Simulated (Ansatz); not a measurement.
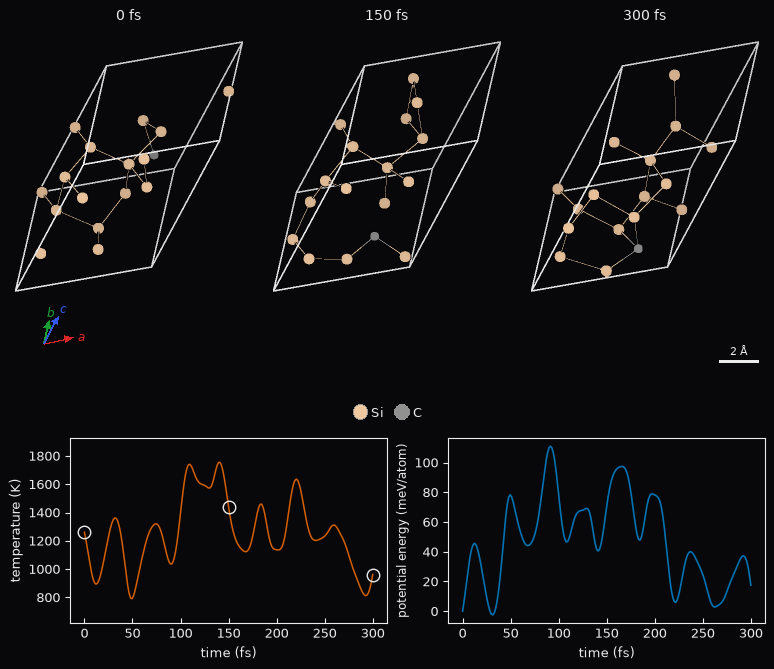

Molecular dynamics of Si with an interstitial C (17 atoms in the cell), 300 fs long. It starts from the last geometry of an earlier run, with fresh velocities. Frames and the history of the run. A ball-and-stick model of the reduced simulation cell, seen from a free direction. Atoms that leave the cell re-enter on the other side. Bonds to atoms that aren't drawn are left out. Lengths and directions refer to the drawn axes.

Theory: DFT PBE, scalar-relativistic, plane waves, PAW (Ansatz). Set-up: plane-wave cutoff 150 eV; k-point mesh 2 × 2 × 2; Fermi-Dirac smearing 0.02 eV; spin collinear; Nosé-Hoover thermostat (NVT); set temperature 1260 K; time step 1.5 fs; thermostat time 50.0 fs.

### Describe the run.

In the second half of the run the atoms are, in the root-mean-square, this far from where they began (common drift taken out): C 1.17 Å, Si 0.61 Å. Against the typical shortest distance between atoms in the first frame, about 2.2 Å these are wide excursions, but the first-neighbour bonds of the start all hold: the network flexes, or its layers or units shift against each other, without breaking. Bond changes: 2 Si–Si bonds break between 92 fs and 270 fs; 4 Si–Si bonds form between 136 fs and 159 fs; one C–Si bond forms at about 150 fs. The mean temperature in the second half is 1222 K (standard deviation 190 K). The potential energy is still drifting at the end, so the run hasn't reached equilibrium. The potential energy in the second half lies on average 44.3 meV per atom above the first frame. The plane-wave cutoff is below what these potentials need, so energies and forces are off.

Limits of the set-up: the k-point mesh is coarse for a cell with partly filled bands; the cutoff lies below the recommended one; the periodic images lie only 7.7 Å apart, so the values are limited by the cell's size.

Cost: 15 min on 1 thread of Arm Neoverse V2, on a shared host, peak memory 0.34 GiB.

PAW datasets: the set soft_1.
